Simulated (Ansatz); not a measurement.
## Geometry relaxation, with input and output: Ti2C (part 1 of 2)

- system: Ti2C (R-3m, 3 atoms in the cell)
- method: DFT PBEsol, scalar-relativistic, plane waves, PAW, no spin polarisation (Ansatz 0.2.0)

The structure derives from a Materials Project entry. It belongs to a series of runs on one base structure; here: relaxed at 8 GPa. Figures and captions count atoms from 1; the log counts them from 0 in places.

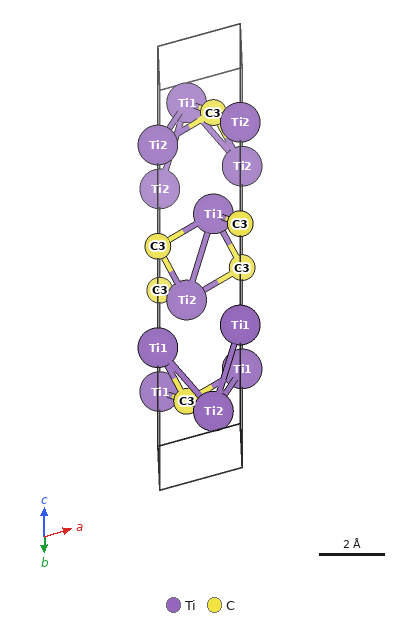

**Figure 1.** The input geometry (ball-and-stick view of the cell 3 times as large as that of the calculation, set on its symmetry axes, seen at an oblique angle; atoms are numbered from 1 in the order of the input). An atom can appear more than once, as a periodic image.

**Input file**
```yaml
crystal:
  lattice:
    - [1.5021318912, 0.8672562517, 4.6799811086]
    - [-1.5021318912, 0.8672562517, 4.6799811086]
    - [0.0, -1.7345125035, 4.6799811086]
  atoms:
    - { symbol: Ti, position: [0.2466158289, 0.2466158289, 0.2466158289] }
    - { symbol: Ti, position: [0.7533841711, 0.7533841711, 0.7533841711] }
    - { symbol: C, position: [0.5, 0.5, 0.5] }
basis:
  ecutwfc: 420
kpoints:
  mp_grid: { grid: [18, 18, 18] }
hamiltonian:
  xc: pbesol
scf:
  occupations: { method: gaussian, width: 0.1 }
output:
  forces: true
  stress: true
  eigenvalues: true
  write_density: true
  write_potential: true
  elf: true
  volumetric_format: npy
relax:
  adjacent_minimum: "off"
  f_tol: 0.008
  max_steps: 50
  cell: { stress_tol: 0.08, p_target: 8.0 }
```

Machine: 1 thread of AMD EPYC (Zen 5), 32 GiB of memory available, shared host.

Launched with:
```bash
ansatz run input.yaml --threads 1 --pin off --max-ram 2560MiB --backend cpu --events-out ev --progress --plain --runs-dir out
```

**Log**
```
basis.fft_grid_basis auto: the FFT boxes are laid along the combinations [[1, -1, 0], [0, 1, 0], [0, -1, 1]] of the cell's own vectors, 3.004, 4.991 and 3.004 Å long. The dense box has 24×36×24 points. Along the cell's own vectors, as sized, it would have 36×36×36, 2.25 times as many. Of the 12 symmetry operations that the crystal satisfies within crystal.symmetry.tolerance (time reversal apart; of a slab, those that keep its plane) the dense box along the cell's own vectors carries 12, and the one as laid loses 8 of those. basis.fft_grid_basis: typed keeps the cell's own vectors: state it where this run's energies or levels are differenced outside the engine with another run's, or held beside a run that keeps those vectors. Those combinations have planes normal to reciprocal vector 3, as the cell's own vectors have. Each planar average written beside output.write_density, output.write_potential has a row for each plane of the box: 24. The volumetric files lie along those combinations, not along the cell's own vectors: a cube or XSF file states them, and fields.json those of NumPy files.
Engine: ansatz 0.2.0, x86_64-unknown-linux-gnu
Pseudopotentials: kind: paw
Pseudopotential: Ti, paw, valence charge 12, recommended cutoff 420 eV (normal), Ti.paw.azcp
Pseudopotential: C, paw, valence charge 4, recommended cutoff 420 eV (normal), C.paw.azcp
Functional definition: PBEsol
  exchange = pbesol_x
  correlation = pbesol_c
Crystal: 3 atoms, lattice volume = 36.581 Å³
Basis set: ecut = 420 eV, 687 PW (Γ), FFT grids on a1−a2, a2, −a2+a3, exchange–correlation on 48×72×48 points (8 copies of the dense FFT grid, shifted against one another)
Bands: 18, of which v1, the nominal top of the filled ones, is band 14 counted from 1 (13 counted from 0)
Symmetry: 12 space group operations
Space group: R-3m (ITA 166), of the structure as read, at distance tolerance 3.3e-5 Å
k-points: 580 of 5832
Non-local potential: Ti, projectors of the file, l = 0: 3, l = 1: 2, l = 2: 3, l = 3: 1
Non-local potential: C, projectors of the file, l = 0: 2, l = 1: 2, l = 2: 1
PAW form: soft (Blöchl's): semilocal exchange-correlation on the pseudo side does not see the compensation charge
PAW frozen core: Ti, regenerated for the run's functional, and the local potential with it (the file was generated under x = pbe(κ = 0.804, μ = 0.2195149727645171), c = pbe(β = 0.06672455060314922))
PAW frozen core: C, regenerated for the run's functional, and the local potential with it (the file was generated under x = pbe(κ = 0.804, μ = 0.2195149727645171), c = pbe(β = 0.06672455060314922))
PAW one-centre angular grid: Ti, 590 points (default); XC on 64 Gauss nodes
PAW one-centre angular grid: C, 110 points (default); XC on 64 Gauss nodes
Initial density: superposition of atomic densities (neutral atoms: chi_scale 0, normalization atom), corrected by the library's trained network
Initial wavefunctions: pseudopotential atomic-orbital guess
Functional: x = pbesol(κ = 0.804, μ = 0.12345679012345678), c = pbesol(β = 0.046)
SCF iter   1: F=—  HF=-5196.563803 eV  |F-HF|=—  |Δ(HF+E_count)|=         —  Δρ=9.19e-3  dr2=2.17e-2  ethr=1.77e-3  ⟨swp⟩=4.3  Hψ=42330  notcnv=0
preconditioner: auto → Kerker (q_TF=auto, 2.609 Å⁻¹)  [metal: Δε(μ)=0.004 eV  Ē_g=5.656 eV  σ=0.100 eV  W_gap=0.02  n_scr=14 (ndim 8)  ℏωp=21.3 eV  f_vac=0.000  D(μ)=1.59/eV (n_scr^D=16)]
SCF iter   2: F=—  HF=-5196.557835 eV  |F-HF|=—  |Δ(HF+E_count)|=   5.97e-3  Δρ=4.82e-3  dr2=7.76e-3  ethr=7.76e-5  ⟨swp⟩=2.0  Hψ=16397  notcnv=0  defer=9
SCF iter   3: F=—  HF=-5196.555749 eV  |F-HF|=—  |Δ(HF+E_count)|=   2.09e-3  Δρ=9.58e-4  dr2=6.56e-4  ethr=2.77e-5  ⟨swp⟩=2.1  Hψ=13493  notcnv=0  defer=9
SCF iter   4: F=—  HF=-5196.555624 eV  |F-HF|=—  |Δ(HF+E_count)|=   1.25e-4  Δρ=3.08e-4  dr2=4.76e-5  ethr=2.34e-6  ⟨swp⟩=2.0  Hψ=13227  notcnv=0  defer=9
SCF iter   5: F=—  HF=-5196.555607 eV  |F-HF|=—  |Δ(HF+E_count)|=   1.64e-5  Δρ=7.06e-5  dr2=3.13e-6  ethr=1.70e-7  ⟨swp⟩=2.0  Hψ=13918  notcnv=0  defer=9
SCF iter   6: F=—  HF=-5196.555607 eV  |F-HF|=—  |Δ(HF+E_count)|=   4.80e-7  Δρ=1.93e-5  dr2=1.19e-7  ethr=1.12e-8  ⟨swp⟩=2.0  Hψ=13341  notcnv=0  defer=9
SCF iter   7: F=-5196.555607 eV  HF=-5196.555607 eV  |F-HF|=4.47e-9  |Δ(HF+E_count)|=   2.82e-8  Δρ=5.88e-6  dr2=1.13e-8  ethr=3.57e-10  ⟨swp⟩=6.3  Hψ=53495  notcnv=0
SCF 1 converged in 7 iterations: F = -5196.555607 eV  dr2 = 1.13e-8
  greatest PAW one-centre occupation: 0.999 electrons in one spin orbital (limit 2), on the Ti atom at site 1 (counted from 0), in its partial waves of l = 0
relax step   1: F+E_penalty+E_count = -5196.55560688 eV  Δ(F+E_penalty+E_count) = +0.000e0 eV  max|allowed force component| = 3.676e-1 eV/Å  Δτ_max = 0.0000 Å  P = +9.982 GPa  Ω = 36.581 Å³  (7 SCF iters, dr2 threshold 1.00e-7 eV, accepted)
Crystal: 3 atoms, lattice volume = 36.230 Å³
Basis set: ecut = 420 eV, 675 PW (Γ), FFT grids on a1−a2, a2, −a2+a3, exchange–correlation on 48×72×48 points (8 copies of the dense FFT grid, shifted against one another)
Initial density: handed on by an earlier stage of this run
Initial wavefunctions: those handed on with the density
iter 1 solved again at ethr=8.17e-5 eV; its pass at ethr=3.10e-3 eV (dr2=2.29e-2 eV) is discarded
SCF iter   1: F=—  HF=-5196.546928 eV  |F-HF|=—  |Δ(HF+E_count)|=         —  Δρ=5.32e-3  dr2=2.32e-2  ethr=8.17e-5  ⟨swp⟩=1.0  Hψ=66901  notcnv=0
preconditioner: auto → Kerker (q_TF=auto, 2.614 Å⁻¹)  [metal: Δε(μ)=0.004 eV  Ē_g=5.583 eV  σ=0.100 eV  W_gap=0.02  n_scr=14 (ndim 8)  ℏωp=21.4 eV  f_vac=0.000  D(μ)=1.63/eV (n_scr^D=16)]
SCF iter   2: F=—  HF=-5196.543353 eV  |F-HF|=—  |Δ(HF+E_count)|=   3.58e-3  Δρ=2.54e-3  dr2=6.72e-3  ethr=8.17e-5  ⟨swp⟩=1.6  Hψ=10890  notcnv=0
SCF iter   3: F=—  HF=-5196.541698 eV  |F-HF|=—  |Δ(HF+E_count)|=   1.65e-3  Δρ=6.49e-4  dr2=5.85e-4  ethr=2.40e-5  ⟨swp⟩=2.0  Hψ=12871  notcnv=0
SCF iter   4: F=—  HF=-5196.541539 eV  |F-HF|=—  |Δ(HF+E_count)|=   1.59e-4  Δρ=2.15e-4  dr2=2.04e-5  ethr=2.09e-6  ⟨swp⟩=2.0  Hψ=13338  notcnv=0
SCF iter   5: F=—  HF=-5196.541535 eV  |F-HF|=—  |Δ(HF+E_count)|=   4.57e-6  Δρ=5.71e-5  dr2=9.26e-7  ethr=7.27e-8  ⟨swp⟩=2.0  Hψ=14038  notcnv=0
SCF iter   6: F=-5196.541535 eV  HF=-5196.541535 eV  |F-HF|=2.32e-8  |Δ(HF+E_count)|=   1.83e-7  Δρ=1.06e-5  dr2=4.74e-8  ethr=1.07e-9  ⟨swp⟩=8.1  Hψ=69178  notcnv=0
SCF 2 converged in 6 iterations: F = -5196.541535 eV  dr2 = 4.74e-8
relax step   2: F+E_penalty+E_count = -5196.54153470 eV  Δ(F+E_penalty+E_count) = +1.407e-2 eV  max|allowed force component| = 7.332e-2 eV/Å  Δτ_max = 0.0249 Å  P = +9.700 GPa  Ω = 36.230 Å³  energy of the carried Pulay correction = +3.297e-4 eV  (6 SCF iters, dr2 threshold 3.00e-7 eV, accepted)
Crystal: 3 atoms, lattice volume = 36.710 Å³
iter 1 solved again at ethr=3.53e-6 eV; its pass at ethr=3.10e-3 eV (dr2=9.89e-4 eV) is discarded
SCF iter   1: F=—  HF=-5196.568301 eV  |F-HF|=—  |Δ(HF+E_count)|=         —  Δρ=1.48e-3  dr2=9.82e-4  ethr=3.53e-6  ⟨swp⟩=1.0  Hψ=66985  notcnv=0
preconditioner: auto → Kerker (q_TF=auto, 2.608 Å⁻¹)  [metal: Δε(μ)=0.004 eV  Ē_g=5.582 eV  σ=0.100 eV  W_gap=0.02  n_scr=14 (ndim 8)  ℏωp=21.2 eV  f_vac=0.000  D(μ)=1.62/eV (n_scr^D=16)]
SCF iter   2: F=—  HF=-5196.568114 eV  |F-HF|=—  |Δ(HF+E_count)|=   1.87e-4  Δρ=7.28e-4  dr2=3.78e-4  ethr=3.51e-6  ⟨swp⟩=2.0  Hψ=11499  notcnv=0
SCF iter   3: F=—  HF=-5196.568029 eV  |F-HF|=—  |Δ(HF+E_count)|=   8.42e-5  Δρ=2.18e-4  dr2=4.07e-5  ethr=1.35e-6  ⟨swp⟩=2.0  Hψ=11693  notcnv=0
SCF iter   4: F=—  HF=-5196.568015 eV  |F-HF|=—  |Δ(HF+E_count)|=   1.45e-5  Δρ=5.64e-5  dr2=1.88e-6  ethr=1.45e-7  ⟨swp⟩=2.0  Hψ=13508  notcnv=0
iter 5 did not close the SCF: its close was put off for the readings that it lacked (scf_convergence_deferred on its scf_iter line)
SCF iter   5: F=-5196.568014 eV  HF=-5196.568014 eV  |F-HF|=2.91e-8  |Δ(HF+E_count)|=   4.49e-7  Δρ=1.37e-5  dr2=6.23e-8  ethr=6.72e-9  ⟨swp⟩=2.0  Hψ=13780  notcnv=0
SCF iter   6: F=-5196.568014 eV  HF=-5196.568014 eV  |F-HF|=1.03e-9  |Δ(HF+E_count)|=   9.63e-9  Δρ=2.44e-6  dr2=2.61e-9  ethr=2.23e-10  ⟨swp⟩=4.9  Hψ=53236  notcnv=0
SCF 3 converged in 6 iterations: F = -5196.568014 eV  dr2 = 2.61e-9
relax step   3: F+E_penalty+E_count = -5196.56801440 eV  Δ(F+E_penalty+E_count) = -2.648e-2 eV  max|allowed force component| = 1.033e-2 eV/Å  Δτ_max = 0.0097 Å  P = +7.589 GPa  Ω = 36.710 Å³  energy of the carried Pulay correction = -1.210e-4 eV  (6 SCF iters, dr2 threshold 3.00e-7 eV, accepted)
Crystal: 3 atoms, lattice volume = 36.639 Å³
iter 1 solved again at ethr=2.03e-7 eV; its pass at ethr=3.10e-3 eV (dr2=5.69e-5 eV) is discarded
SCF iter   1: F=—  HF=-5196.564647 eV  |F-HF|=—  |Δ(HF+E_count)|=         —  Δρ=3.40e-4  dr2=5.96e-5  ethr=2.03e-7  ⟨swp⟩=2.3  Hψ=65447  notcnv=0
preconditioner: auto → Kerker (q_TF=auto, 2.609 Å⁻¹)  [metal: Δε(μ)=0.005 eV  Ē_g=5.595 eV  σ=0.100 eV  W_gap=0.03  n_scr=14 (ndim 8)  ℏωp=21.3 eV  f_vac=0.000  D(μ)=1.62/eV (n_scr^D=16)]
SCF iter   2: F=—  HF=-5196.564635 eV  |F-HF|=—  |Δ(HF+E_count)|=   1.15e-5  Δρ=1.03e-4  dr2=5.36e-6  ethr=2.03e-7  ⟨swp⟩=2.0  Hψ=13110  notcnv=0
iter 3 did not close the SCF: its close was put off for the readings that it lacked (scf_convergence_deferred on its scf_iter line)
SCF iter   3: F=-5196.564634 eV  HF=-5196.564634 eV  |F-HF|=2.46e-8  |Δ(HF+E_count)|=   9.30e-7  Δρ=2.61e-5  dr2=2.00e-7  ethr=1.91e-8  ⟨swp⟩=2.0  Hψ=13113  notcnv=0
iter 4 did not close the SCF: its close was put off for the readings that it lacked (scf_convergence_deferred on its scf_iter line)
SCF iter   4: F=-5196.564634 eV  HF=-5196.564634 eV  |F-HF|=8.08e-9  |Δ(HF+E_count)|=   2.06e-8  Δρ=8.70e-6  dr2=2.07e-8  ethr=7.16e-10  ⟨swp⟩=2.0  Hψ=12636  notcnv=0
iter 5 did not close the SCF: its close was put off for the readings that it lacked (scf_convergence_deferred on its scf_iter line)
SCF iter   5: F=-5196.564634 eV  HF=-5196.564634 eV  |F-HF|=8.84e-10  |Δ(HF+E_count)|=   4.66e-9  Δρ=1.89e-6  dr2=1.55e-9  ethr=7.40e-11  ⟨swp⟩=2.0  Hψ=14058  notcnv=0
SCF iter   6: F=-5196.564634 eV  HF=-5196.564634 eV  |F-HF|=1.09e-11  |Δ(HF+E_count)|=  1.25e-10  Δρ=2.66e-7  dr2=2.09e-11  ethr=5.54e-12  ⟨swp⟩=4.1  Hψ=49474  notcnv=0
SCF 4 converged in 6 iterations: F = -5196.564634 eV  dr2 = 2.09e-11
relax step   4: F+E_penalty+E_count = -5196.56463421 eV  Δ(F+E_penalty+E_count) = +3.380e-3 eV  max|allowed force component| = 5.867e-4 eV/Å  Δτ_max = 0.0004 Å  P = +8.000 GPa  Ω = 36.639 Å³  energy of the carried Pulay correction = -5.483e-5 eV  (6 SCF iters, dr2 threshold 3.00e-7 eV, accepted)
Initial wavefunctions: pseudopotential atomic-orbital guess (no wavefunctions were taken with the density)
iter 1 solved again at ethr=9.54e-9 eV; its pass at ethr=3.10e-3 eV (dr2=2.67e-6 eV) is discarded
SCF iter   1: F=—  HF=-5196.564689 eV  |F-HF|=—  |Δ(HF+E_count)|=         —  Δρ=7.83e-5  dr2=4.96e-8  ethr=9.54e-9  ⟨swp⟩=2.5  Hψ=69419  notcnv=0
preconditioner: auto → Kerker (q_TF=auto, 2.609 Å⁻¹)  [metal: Δε(μ)=0.005 eV  Ē_g=5.592 eV  σ=0.100 eV  W_gap=0.03  n_scr=14 (ndim 8)  ℏωp=21.3 eV  f_vac=0.000  D(μ)=1.62/eV (n_scr^D=16)]
SCF iter   2: F=—  HF=-5196.564689 eV  |F-HF|=—  |Δ(HF+E_count)|=   4.69e-8  Δρ=3.98e-5  dr2=1.28e-8  ethr=1.77e-10  ⟨swp⟩=1.1  Hψ=10480  notcnv=0
iter 3 did not close the SCF: its close was put off for the readings that it lacked (scf_convergence_deferred on its scf_iter line)
SCF iter   3: F=-5196.564689 eV  HF=-5196.564689 eV  |F-HF|=1.91e-11  |Δ(HF+E_count)|=   2.75e-9  Δρ=3.89e-7  dr2=2.73e-11  ethr=4.57e-11  ⟨swp⟩=1.0  Hψ=10440  notcnv=0
iter 4 did not close the SCF: its close was put off for the readings that it lacked (scf_convergence_deferred on its scf_iter line)
SCF iter   4: F=-5196.564689 eV  HF=-5196.564689 eV  |F-HF|=0.00e0  |Δ(HF+E_count)|=  4.55e-12  Δρ=1.44e-7  dr2=2.00e-12  ethr=1.00e-12  ⟨swp⟩=1.2  Hψ=10548  notcnv=0
iter 5 did not close the SCF: its close was put off for the readings that it lacked (scf_convergence_deferred on its scf_iter line)
SCF iter   5: F=-5196.564689 eV  HF=-5196.564689 eV  |F-HF|=9.09e-13  |Δ(HF+E_count)|=  1.82e-12  Δρ=2.57e-8  dr2=1.79e-13  ethr=1.00e-12  ⟨swp⟩=1.0  Hψ=10440  notcnv=0
iter 6 did not close the SCF: its close was put off for the readings that it lacked (scf_convergence_deferred on its scf_iter line)
SCF iter   6: F=-5196.564689 eV  HF=-5196.564689 eV  |F-HF|=0.00e0  |Δ(HF+E_count)|=    0.00e0  Δρ=6.50e-9  dr2=2.37e-14  ethr=1.00e-12  ⟨swp⟩=1.0  Hψ=10440  notcnv=0
SCF iter   7: F=-5196.564689 eV  HF=-5196.564689 eV  |F-HF|=2.73e-12  |Δ(HF+E_count)|=  1.82e-12  Δρ=1.61e-9  dr2=7.24e-16  ethr=1.00e-12  ⟨swp⟩=2.0  Hψ=27936  notcnv=0
SCF 5 converged in 7 iterations: F = -5196.564689 eV  dr2 = 7.24e-16
relax step   5: F+E_penalty+E_count = -5196.56468928 eV  Δ(F+E_penalty+E_count) = -5.507e-5 eV  max|allowed force component| = 5.926e-4 eV/Å  Δτ_max = 0.0000 Å  P = +8.002 GPa  Ω = 36.639 Å³  stress off target by 1.52e-2 GPa  SCF on the basis re-selected at this cell (its energy is not comparable with the rows above)  (7 SCF iters)
```
